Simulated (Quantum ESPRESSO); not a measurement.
**Run report: La, single-point calculation**

- system: La (Im-3m, 1 atom in the cell)
- method: Kohn-Sham DFT of a periodic cell, PBE, SSSP 1.3 efficiency PBE, no spin polarisation (Quantum ESPRESSO 7.5)

The structure derives from a Materials Project entry. The volume is scaled by 0.94.

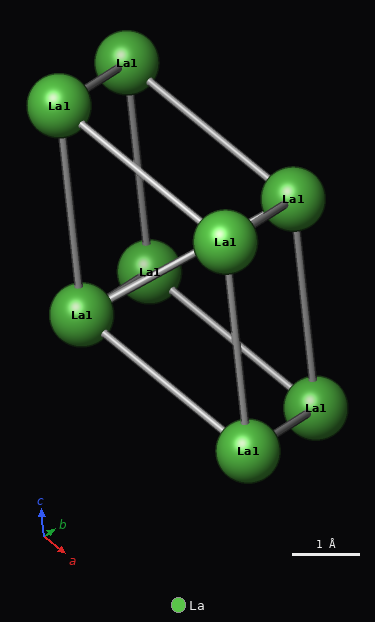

Figure 1. The structure as given in the input (ball-and-stick view of the cell of the calculation, seen slightly off an axis; atoms are numbered from 1 in the order of the input). Near neighbours in the crystal (not all of them lie inside the picture): La has 8 La at 3.60 Å.

## Input
```
&CONTROL
  calculation = 'scf'
  prefix = 'pwscf'
  outdir = './tmp'
  pseudo_dir = './pseudo'
  tprnfor = .true.
  tstress = .true.
  disk_io = 'nowf'
/
&SYSTEM
  ibrav = 0
  nat = 1
  ntyp = 1
  ecutwfc = 55
  ecutrho = 440
  nbnd = 11
  occupations = 'smearing'
  smearing = 'fd'
  degauss = 0.00367493
/
&ELECTRONS
  conv_thr = 2d-10
  electron_maxstep = 120
  mixing_beta = 0.5
/
ATOMIC_SPECIES
La   138.9055 La.paw.z_11.atompaw.wentzcovitch.v1.2.upf
CELL_PARAMETERS angstrom
  -2.0804754144    2.0804754144    2.0804754144
   2.0804754144   -2.0804754144    2.0804754144
   2.0804754144    2.0804754144   -2.0804754144
ATOMIC_POSITIONS crystal
La     0.0000000000    0.0000000000    0.0000000000
K_POINTS automatic
9 9 9 0 0 0
```

Launched with:
```bash
OMP_NUM_THREADS=1 pw.x -in pw.in > pw.out
```

## Log
```
This program is part of the open-source Quantum ESPRESSO suite
     for quantum simulation of materials; please cite
         "P. Giannozzi et al., J. Phys.:Condens. Matter 21 395502 (2009);
         "P. Giannozzi et al., J. Phys.:Condens. Matter 29 465901 (2017);
         "P. Giannozzi et al., J. Chem. Phys. 152 154105 (2020);
          URL
     in publications or presentations arising from this work. More details at

     file La.paw.z_11.atompaw.wentzcovitch.v1.2.upf: wavefunction(s)  6S 0P 5D 0D 4F 0F renormalized
     Message from routine setup:
     using ibrav=0 with symmetry is DISCOURAGED, use correct ibrav instead

     Subspace diagonalization in iterative solution of the eigenvalue problem:
     a serial algorithm will be used

     G-vector sticks info
     --------------------
     sticks:   dense  smooth     PW     G-vecs:    dense   smooth      PW
     Sum        1535     769    229                37887    13451    2243

     Using Slab Decomposition

     bravais-lattice index     =            0
     lattice parameter (alat)  =       6.8096  a.u.
     unit-cell volume          =     243.0773 (a.u.)^3
     number of atoms/cell      =            1
     number of atomic types    =            1
     number of electrons       =        11.00
     number of Kohn-Sham states=           11
     kinetic-energy cutoff     =      55.0000  Ry
     charge density cutoff     =     440.0000  Ry
     scf convergence threshold =      2.0E-10
     mixing beta               =       0.5000
     number of iterations used =            8  plain     mixing
     Exchange-correlation= SLA PW PBX PBC
                           (   1   4   3   4   0   0   0)

     celldm(1)=   6.809608  celldm(2)=   0.000000  celldm(3)=   0.000000
     celldm(4)=   0.000000  celldm(5)=   0.000000  celldm(6)=   0.000000

     crystal axes: (cart. coord. in units of alat)
               a(1) = (  -0.577350   0.577350   0.577350 )
               a(2) = (   0.577350  -0.577350   0.577350 )
               a(3) = (   0.577350   0.577350  -0.577350 )

     reciprocal axes: (cart. coord. in units 2 pi/alat)
               b(1) = (  0.000000  0.866025  0.866025 )
               b(2) = (  0.866025  0.000000  0.866025 )
               b(3) = (  0.866025  0.866025  0.000000 )

     PseudoPot. # 1 for La read from file:
     La.paw.z_11.atompaw.wentzcovitch.v1.2.upf
     Pseudo is Projector augmented-wave + core cor, Zval = 11.0
     Generated using ATOMPAW code
     Shape of augmentation charge: BESSEL
     Using radial grid of 1101 points,  8 beta functions with:
                l(1) =   0
                l(2) =   0
                l(3) =   1
                l(4) =   1
                l(5) =   2
                l(6) =   2
                l(7) =   3
                l(8) =   3
     Q(r) pseudized with 0 coefficients

     atomic species   valence    mass     pseudopotential
     La               11.00   138.90550     La( 1.00)

     48 Sym. Ops., with inversion, found

   Cartesian axes

     site n.     atom                  positions (alat units)
         1        La     tau(   1) = (   0.0000000   0.0000000   0.0000000  )

     number of k points=    35  Fermi-Dirac smearing, width (Ry)=  0.0037
                       cart. coord. in units 2pi/alat
        k(    1) = (   0.0000000   0.0000000   0.0000000), wk =   0.0027435
        k(    2) = (   0.0962250   0.0962250   0.0000000), wk =   0.0329218
        k(    3) = (   0.1924501   0.1924501   0.0000000), wk =   0.0329218
        k(    4) = (   0.2886751   0.2886751   0.0000000), wk =   0.0329218
        k(    5) = (   0.3849002   0.3849002   0.0000000), wk =   0.0329218
        k(    6) = (   0.1924501   0.0962250   0.0962250), wk =   0.0658436
        k(    7) = (   0.2886751   0.1924501   0.0962250), wk =   0.1316872
        k(    8) = (   0.3849002   0.2886751   0.0962250), wk =   0.1316872
        k(    9) = (   0.4811252   0.3849002   0.0962250), wk =   0.0658436
        k(   10) = (   0.3849002   0.1924501   0.1924501), wk =   0.0658436
        k(   11) = (   0.4811252   0.2886751   0.1924501), wk =   0.1316872
        k(   12) = (   0.5773503   0.2886751   0.2886751), wk =   0.0219479
        k(   13) = (   0.1924501   0.1924501   0.1924501), wk =   0.0219479
        k(   14) = (   0.2886751   0.2886751   0.1924501), wk =   0.0658436
        k(   15) = (   0.3849002   0.3849002   0.1924501), wk =   0.0658436
        k(   16) = (  -0.0000000  -0.0000000   0.1924501), wk =   0.0164609
        k(   17) = (   0.3849002   0.2886751   0.2886751), wk =   0.0658436
        k(   18) = (   0.4811252   0.3849002   0.2886751), wk =   0.0658436
        k(   19) = (   0.0000000  -0.0962250   0.2886751), wk =   0.0658436
        k(   20) = (  -0.0000000  -0.1924501   0.3849002), wk =   0.0658436
        k(   21) = (   0.0962250  -0.0962250   0.3849002), wk =   0.0658436
        k(   22) = (   0.0000000  -0.2886751   0.4811252), wk =   0.0658436
        k(   23) = (   0.0962250  -0.1924501   0.4811252), wk =   0.1316872
        k(   24) = (  -0.7698004  -0.2886751  -0.2886751), wk =   0.0658436
        k(   25) = (  -0.6735753  -0.1924501  -0.2886751), wk =   0.0658436
        k(   26) = (   0.3849002   0.3849002   0.3849002), wk =   0.0219479
        k(   27) = (   0.0000000   0.0000000   0.3849002), wk =   0.0164609
        k(   28) = (  -0.0000000  -0.0962250   0.4811252), wk =   0.0658436
        k(   29) = (   0.0000000  -0.1924501   0.5773503), wk =   0.0658436
        k(   30) = (   0.0962250  -0.0962250   0.5773503), wk =   0.0658436
        k(   31) = (  -0.7698004  -0.1924501  -0.1924501), wk =   0.0658436
        k(   32) = (  -0.0000000  -0.0000000   0.5773503), wk =   0.0164609
        k(   33) = (   0.0000000  -0.0962250   0.6735753), wk =   0.0658436
        k(   34) = (  -0.7698004  -0.0962250  -0.0962250), wk =   0.0219479
        k(   35) = (   0.0000000   0.0000000   0.7698004), wk =   0.0164609

     Dense  grid:    37887 G-vectors     FFT dimensions: (  45,  45,  45)

     Smooth grid:    13451 G-vectors     FFT dimensions: (  36,  36,  36)

     Initial potential from superposition of free atoms

     starting charge      10.9915, renormalised to      11.0000

     negative rho (up, down):  2.720E-05 0.000E+00
     Starting wfcs are   32 randomized atomic wfcs
     Checking if some PAW data can be deallocated...

     Self-consistent Calculation

     iteration #  1     ecut=    55.00 Ry     beta= 0.50
     Davidson diagonalization with overlap
     ethr =  1.00E-02,  avg # of iterations =  1.2

     Threshold (ethr) on eigenvalues was too large:
     Diagonalizing with lowered threshold

     Davidson diagonalization with overlap
     c_bands:  1 eigenvalues not converged
     ethr =  5.17E-06,  avg # of iterations = 11.1

     negative rho (up, down):  3.206E-05 0.000E+00

     total energy              =    -458.22056232 Ry
     estimated scf accuracy    <       0.00218317 Ry

     iteration #  2     ecut=    55.00 Ry     beta= 0.50
     Davidson diagonalization with overlap
     ethr =  1.98E-05,  avg # of iterations =  2.2

     negative rho (up, down):  4.031E-05 0.000E+00

     total energy              =    -458.22081599 Ry
     estimated scf accuracy    <       0.00016948 Ry

     iteration #  3     ecut=    55.00 Ry     beta= 0.50
     Davidson diagonalization with overlap
     ethr =  1.54E-06,  avg # of iterations =  7.3

     negative rho (up, down):  2.943E-05 0.000E+00

     total energy              =    -458.22090926 Ry
     estimated scf accuracy    <       0.00002925 Ry

     iteration #  4     ecut=    55.00 Ry     beta= 0.50
     Davidson diagonalization with overlap
     ethr =  2.66E-07,  avg # of iterations =  4.1

     negative rho (up, down):  3.027E-05 0.000E+00

     total energy              =    -458.22091271 Ry
     estimated scf accuracy    <       0.00003287 Ry

     iteration #  5     ecut=    55.00 Ry     beta= 0.50
     Davidson diagonalization with overlap
     ethr =  2.66E-07,  avg # of iterations =  2.9

     negative rho (up, down):  3.010E-05 0.000E+00

     total energy              =    -458.22092005 Ry
     estimated scf accuracy    <       0.00000002 Ry

     iteration #  6     ecut=    55.00 Ry     beta= 0.50
     Davidson diagonalization with overlap
     ethr =  2.20E-10,  avg # of iterations = 13.2

     negative rho (up, down):  3.064E-05 0.000E+00

     total energy              =    -458.22092188 Ry
     estimated scf accuracy    <       0.00000038 Ry

     iteration #  7     ecut=    55.00 Ry     beta= 0.50
     Davidson diagonalization with overlap
     ethr =  2.20E-10,  avg # of iterations =  7.8

     negative rho (up, down):  2.847E-05 0.000E+00

     total energy              =    -458.22092009 Ry
     estimated scf accuracy    <       0.00000271 Ry

     iteration #  8     ecut=    55.00 Ry     beta= 0.50
     Davidson diagonalization with overlap
     ethr =  2.20E-10,  avg # of iterations = 10.0

     negative rho (up, down):  2.909E-05 0.000E+00

     total energy              =    -458.22092106 Ry
     estimated scf accuracy    <       0.00000126 Ry

     iteration #  9     ecut=    55.00 Ry     beta= 0.50
     Davidson diagonalization with overlap
     ethr =  2.20E-10,  avg # of iterations =  5.8

     negative rho (up, down):  2.984E-05 0.000E+00

     total energy              =    -458.22092097 Ry
     estimated scf accuracy    <       0.00000022 Ry

     iteration # 10     ecut=    55.00 Ry     beta= 0.50
     Davidson diagonalization with overlap
     ethr =  2.20E-10,  avg # of iterations =  6.8

     negative rho (up, down):  2.974E-05 0.000E+00

     total energy              =    -458.22092109 Ry
     estimated scf accuracy    <       0.00000016 Ry

     iteration # 11     ecut=    55.00 Ry     beta= 0.50
     Davidson diagonalization with overlap
     ethr =  2.20E-10,  avg # of iterations =  1.2

     negative rho (up, down):  2.946E-05 0.000E+00

     total energy              =    -458.22092104 Ry
     estimated scf accuracy    <       0.00000010 Ry

     iteration # 12     ecut=    55.00 Ry     beta= 0.50
     Davidson diagonalization with overlap
     ethr =  2.20E-10,  avg # of iterations =  4.5

     negative rho (up, down):  2.953E-05 0.000E+00

     total energy              =    -458.22092106 Ry
     estimated scf accuracy    <          2.4E-10 Ry

     iteration # 13     ecut=    55.00 Ry     beta= 0.50
     Davidson diagonalization with overlap
     ethr =  2.16E-12,  avg # of iterations =  7.1

     negative rho (up, down):  2.963E-05 0.000E+00

     total energy              =    -458.22092107 Ry
     estimated scf accuracy    <          3.4E-09 Ry

     iteration # 14     ecut=    55.00 Ry     beta= 0.50
     Davidson diagonalization with overlap
     ethr =  2.16E-12,  avg # of iterations =  8.2

     negative rho (up, down):  2.947E-05 0.000E+00

     total energy              =    -458.22092106 Ry
     estimated scf accuracy    <       0.00000003 Ry

     iteration # 15     ecut=    55.00 Ry     beta= 0.50
     Davidson diagonalization with overlap
     ethr =  2.16E-12,  avg # of iterations =  9.7

     negative rho (up, down):  2.946E-05 0.000E+00

     End of self-consistent calculation

          k = 0.0000 0.0000 0.0000 (  1721 PWs)   bands (ev):

   -21.3235  -4.2137  -4.2137  -4.2137   8.3445  13.0465  13.0465  13.0465
    13.0861  13.0861  13.0861

          k = 0.0962 0.0962 0.0000 (  1661 PWs)   bands (ev):

   -21.2968  -4.4136  -4.2718  -4.2164   8.7410  12.5662  12.5675  13.0710
    13.1828  13.3995  13.4143

          k = 0.1925 0.1925 0.0000 (  1673 PWs)   bands (ev):

   -21.2282  -4.8861  -4.4147  -4.2232   9.5837  12.0252  12.1591  13.0523
    13.3492  13.5156  13.6091

          k = 0.2887 0.2887 0.0000 (  1659 PWs)   bands (ev):

   -21.1484  -5.3770  -4.5703  -4.2313   9.8703  11.5810  12.6297  13.0641
    13.4261  13.5680  13.7049

          k = 0.3849 0.3849 0.0000 (  1664 PWs)   bands (ev):

   -21.0952  -5.6766  -4.6683  -4.2368   9.7000  11.3358  13.0872  13.1589
    13.4571  13.7248  13.7435

          k = 0.1925 0.0962 0.0962 (  1665 PWs)   bands (ev):

   -21.2491  -4.7379  -4.3420  -4.2631   9.4026  12.1239  12.2043  13.0600
    13.3281  13.5253  13.5297

          k = 0.2887 0.1925 0.0962 (  1664 PWs)   bands (ev):

   -21.1747  -5.1750  -4.5185  -4.2882  10.1141  11.7219  12.0678  13.0934
    13.4274  13.5371  13.6316

          k = 0.3849 0.2887 0.0962 (  1675 PWs)   bands (ev):

   -21.1079  -5.5282  -4.6837  -4.3004  10.0731  11.4705  12.7299  13.1633
    13.4427  13.6293  13.7122

          k = 0.4811 0.3849 0.0962 (  1675 PWs)   bands (ev):

   -21.0811  -5.6620  -4.7483  -4.3048   9.9525  11.3771  13.0938  13.1080
    13.4550  13.7305  13.7504

          k = 0.3849 0.1925 0.1925 (  1677 PWs)   bands (ev):

   -21.1129  -5.4025  -4.7352  -4.3601  10.6002  11.4734  12.2358  13.1839
    13.4292  13.5802  13.6673

          k = 0.4811 0.2887 0.1925 (  1677 PWs)   bands (ev):

   -21.0721  -5.4978  -4.9464  -4.3864  10.5786  11.5454  12.5944  13.2439
    13.4141  13.6271  13.7384

          k = 0.5774 0.2887 0.2887 (  1683 PWs)   bands (ev):

   -21.0579  -5.2747  -5.2747  -4.4117  10.8058  12.0424  12.0424  13.3565
    13.4771  13.4772  13.7865

          k = 0.1925 0.1925 0.1925 (  1658 PWs)   bands (ev):

   -21.1932  -5.1013  -4.3692  -4.3692  10.1860  11.7186  11.7186  13.2879
    13.5119  13.5119  13.5132

          k = 0.2887 0.2887 0.1925 (  1664 PWs)   bands (ev):

   -21.1285  -5.3903  -4.6044  -4.4003  10.6816  11.4669  12.0024  13.3246
    13.5030  13.5960  13.5985

          k = 0.3849 0.3849 0.1925 (  1672 PWs)   bands (ev):

   -21.0857  -5.5379  -4.7925  -4.4207  10.5127  11.3523  12.9831  13.3180
    13.4696  13.6763  13.7043

          k =-0.0000-0.0000 0.1925 (  1665 PWs)   bands (ev):

   -21.2709  -4.4827  -4.3313  -4.3313   9.1188  12.5817  12.5817  12.6751
    13.0657  13.5517  13.5517

          k = 0.3849 0.2887 0.2887 (  1664 PWs)   bands (ev):

   -21.0876  -5.4260  -4.8181  -4.5333  11.0782  11.6286  12.2271  13.4431
    13.5055  13.6217  13.6335

          k = 0.4811 0.3849 0.2887 (  1672 PWs)   bands (ev):

   -21.0714  -5.3582  -5.0072  -4.5664  11.0578  11.7429  12.7187  13.4150
    13.4747  13.5872  13.7176

          k = 0.0000-0.0962 0.2887 (  1669 PWs)   bands (ev):

   -21.2046  -4.8848  -4.4774  -4.3667   9.9381  12.0079  12.2609  12.7939
    13.2350  13.5574  13.6585

          k =-0.0000-0.1925 0.3849 (  1671 PWs)   bands (ev):

   -21.1275  -5.3426  -4.6364  -4.3668  10.2184  11.8903  12.0437  13.0766
    13.3777  13.5140  13.7263

          k = 0.0962-0.0962 0.3849 (  1676 PWs)   bands (ev):

   -21.1353  -5.1835  -4.6610  -4.4477  10.5860  11.4480  12.3931  12.8450
    13.3247  13.4741  13.7023

          k = 0.0000-0.2887 0.4811 (  1682 PWs)   bands (ev):

   -21.0762  -5.6251  -4.7364  -4.3652  10.0057  11.6737  12.5666  12.9771
    13.4368  13.6734  13.7636

          k = 0.0962-0.1925 0.4811 (  1672 PWs)   bands (ev):

   -21.0732  -5.4556  -4.8494  -4.4580  10.5680  11.4762  12.2978  13.0144
    13.3503  13.5567  13.7586

          k =-0.7698-0.2887-0.2887 (  1683 PWs)   bands (ev):

   -21.0484  -5.5619  -4.9240  -4.4575  10.4072  11.7511  12.1482  12.9166
    13.4211  13.6275  13.7954

          k =-0.6736-0.1925-0.2887 (  1687 PWs)   bands (ev):

   -21.0374  -5.4177  -5.1426  -4.4744  11.0701  11.1875  11.8512  13.2968
    13.3288  13.5411  13.8120

          k = 0.3849 0.3849 0.3849 (  1670 PWs)   bands (ev):

   -21.0712  -5.2400  -4.8713  -4.8713  11.7855  11.7855  12.2673  13.4632
    13.5978  13.5979  13.6201

          k = 0.0000 0.0000 0.3849 (  1681 PWs)   bands (ev):

   -21.1442  -4.9595  -4.6313  -4.6313  10.6801  11.4882  12.6476  12.6476
    13.1215  13.4528  13.7176

          k =-0.0000-0.0962 0.4811 (  1683 PWs)   bands (ev):

   -21.0742  -5.2595  -4.7981  -4.6873  10.7846  11.2027  12.6071  12.8768
    13.2774  13.3819  13.7738

          k = 0.0000-0.1925 0.5774 (  1685 PWs)   bands (ev):

   -21.0277  -5.4909  -4.9029  -4.6744  10.4097  11.4236  12.4915  12.6580
    13.3894  13.5601  13.8167

          k = 0.0962-0.0962 0.5774 (  1686 PWs)   bands (ev):

   -21.0195  -5.3649  -5.0220  -4.7358  10.5397  10.9976  12.4606  13.1957
    13.2376  13.4784  13.8280

          k =-0.7698-0.1925-0.1925 (  1679 PWs)   bands (ev):

   -20.9977  -5.4024  -5.1359  -4.7288  10.4564  10.8757  12.2813  13.1914
    13.3853  13.5135  13.8635

          k =-0.0000-0.0000 0.5774 (  1685 PWs)   bands (ev):

   -21.0125  -5.2159  -4.9731  -4.9731  10.3015  10.8660  13.1407  13.1407
    13.1913  13.2683  13.8345

          k = 0.0000-0.0962 0.6736 (  1680 PWs)   bands (ev):

   -20.9717  -5.3316  -5.0826  -5.0019  10.0228  10.3825  13.1099  13.1141
    13.3538  13.4621  13.8838

          k =-0.7698-0.0962-0.0962 (  1674 PWs)   bands (ev):

   -20.9526  -5.2551  -5.2551  -5.0162   9.9641   9.9641  13.0680  13.2938
    13.4317  13.4317  13.9243

          k = 0.0000 0.0000 0.7698 (  1674 PWs)   bands (ev):

   -20.9346  -5.2326  -5.1949  -5.1949   9.6381   9.7463  13.2391  13.4008
    13.4008  13.4057  13.9324

     the Fermi energy is    11.5206 ev

!    total energy              =    -458.22092106 Ry
     total all-electron energy =      -458.220921 Ry
     estimated scf accuracy    <          1.5E-10 Ry
     smearing contrib. (-TS)   =      -0.00181514 Ry
     internal energy E=F+TS    =    -458.21910592 Ry

     The total energy is F=E-TS. E is the sum of the following terms:
     one-electron contribution =      -2.69336365 Ry
     hartree contribution      =       7.23199198 Ry
     xc contribution           =     -13.16022973 Ry
     ewald contribution        =     -56.00203843 Ry
     one-center paw contrib.   =    -393.59546609 Ry

     convergence has been achieved in  15 iterations

     negative rho (up, down):  2.946E-05 0.000E+00

     Forces acting on atoms (cartesian axes, Ry/au):

     atom    1 type  1   force =     0.00000000    0.00000000    0.00000000

     Total force =     0.000000     Total SCF correction =     0.000000

     Computing stress (Cartesian axis) and pressure

     negative rho (up, down):  2.946E-05 0.000E+00
          total   stress  (Ry/bohr**3)                   (kbar)     P=       12.22
   0.00008305  -0.00000000  -0.00000000           12.22       -0.00       -0.00
  -0.00000000   0.00008305  -0.00000000           -0.00       12.22       -0.00
  -0.00000000  -0.00000000   0.00008305           -0.00       -0.00       12.22

=------------------------------------------------------------------------------=
   JOB DONE.
=------------------------------------------------------------------------------=
```

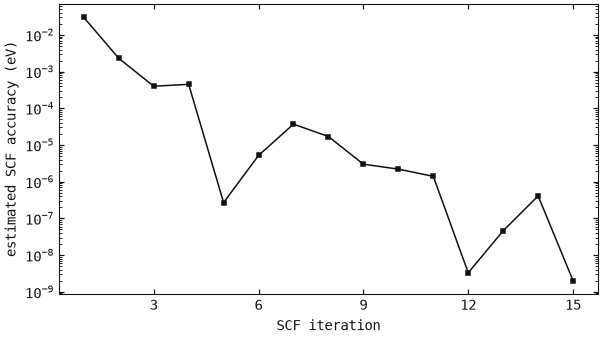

Figure 2. Convergence of the self-consistent field: estimated SCF accuracy against the iteration. The field takes 15 iterations in all.

## Results in brief

- outcome: converged
- space group (tolerance 0.01 Å): Im-3m (229)
- electrons treated: 11
- free energy: −6234.4132 eV
- Fermi energy: 11.521 eV
- gap on the k-point mesh: none (metallic)
- pressure: 1.22 GPa
- largest force (length of the vector): under 0.001 eV/Å
- hardware: 1 thread of Intel Xeon @ 2.50GHz (Skylake/Cascade Lake), 64 GiB of memory available, shared host
- wall time: 71 s
- peak memory: 0.42 GiB

## Remarks

Notes on the run: negative rho.
